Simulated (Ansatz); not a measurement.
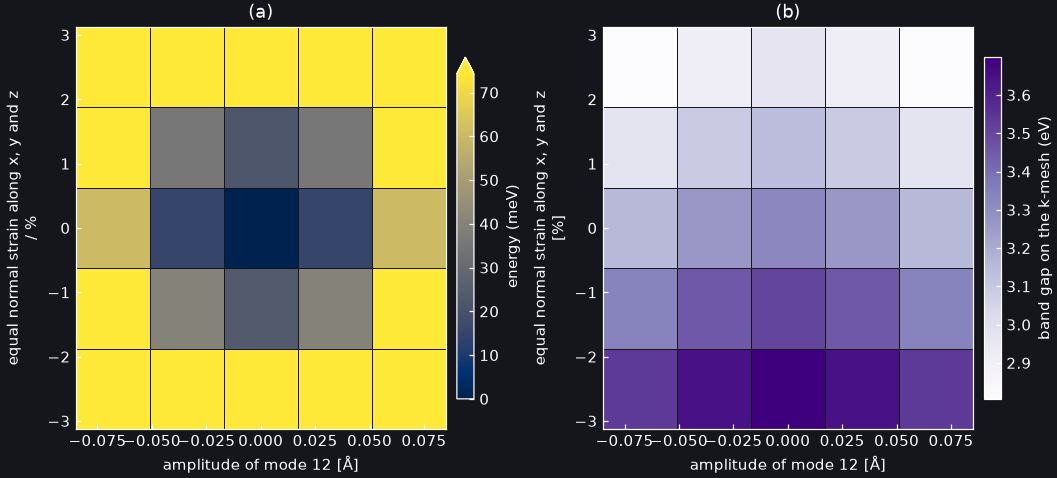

MgS (F-43m, No. 216; 4 atoms in the cell). The energy is mapped over a normal mode and a strain (zone-centre modes of the 4-atom cell of this scan, which folds in the wave vector (0, 0, 1/2) of the primitive cell). Coordinates scanned: (1) amplitude of mode 12 (337 cm⁻¹), largest displacement in the unstrained cell; (2) equal normal strain along x, y and z. Nothing is relaxed (the pattern is fixed in fractional coordinates). Grid: 5 × 5 points; 15 points were computed and 10 follow by symmetry. Points are written as (first, second). Energies are in meV per cell, from the lowest grid point. Computed with DFT PBEsol, scalar-relativistic, plane waves, PAW (Ansatz 0.2.0). Settings: cutoff 520 eV, k-mesh 9×9×8 in the order of the run's cell vectors, gaussian smearing 0.05 eV, no spin polarisation.

Panel (a) is the energy and panel (b) the computed band gap on the k-mesh on the same grid.

Drawn: one coloured cell a grid point, one colour for all values above the top of the scale.

Question: How does the band gap on the k-mesh vary over the map, and what is it at the lowest grid point?

Answer: It runs from 2.81 eV at (−0.068 Å, 2.50 %) to 3.70 eV at (0.000 Å, −2.50 %). At the lowest grid point, (0.000 Å, 0.00 %), it is 3.32 eV.
